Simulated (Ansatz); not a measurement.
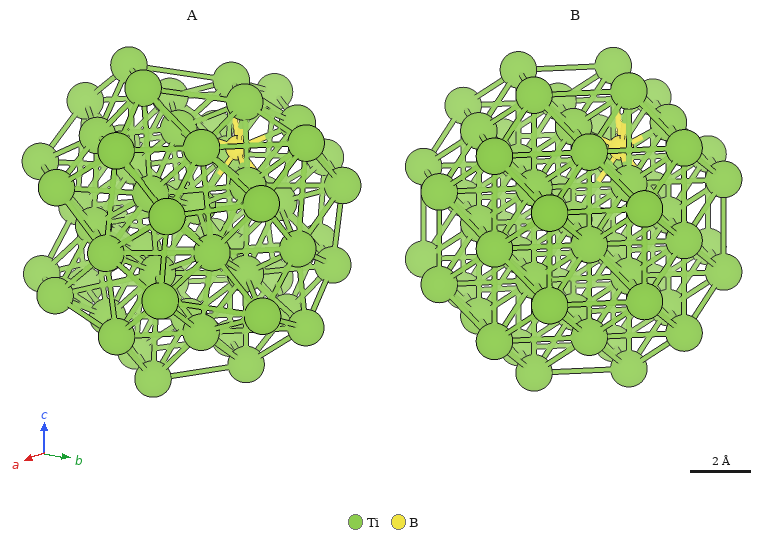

Two geometries of a defect cell of composition Ti$_{32}$B, drawn at one scale. One is the start of a relaxation, the other its converged end. A ball-and-stick model of the atoms within 5.8 Å of the atom that moves most (axes of the conventional cell (2 times the calculation's cell)), seen from a free direction. Lengths and directions refer to the drawn axes.

All numbers below come from DFT PBE, scalar-relativistic, plane waves, PAW (Ansatz 0.2.0). Set-up: plane-wave cutoff 420 eV; k-point mesh 4 × 4 × 4; occupations gaussian; smearing width 0.1 eV; no spin polarisation; atoms relaxed in a fixed cell; force threshold 0.025 eV/Å; at most 45 steps.

> Which one is relaxed?

Structure A is the relaxed one. Case: B interstitial, charge +0, atoms relaxed at the host's cell. The energy falls by 5.215 eV per cell of the calculation in 7 accepted moves (8 points after the start). The largest force component goes from 4.8 to 0.024 eV/Å. The line search rejected the trial step at point 7 of the run. The largest moves, 0.51 Å, are those of Ti atoms. B stays in place. The cell stays as it was. Some distances before and after: Ti–Ti 3.256 → 3.886 Å, B–Ti 2.934 → 2.427 Å, Ti–Ti 3.256 → 2.790 Å, Ti–Ti 2.819 → 3.271 Å. Cost: 15 min on 4 threads of Arm Neoverse V1, with other jobs on the host, peak memory 3.3 GiB.
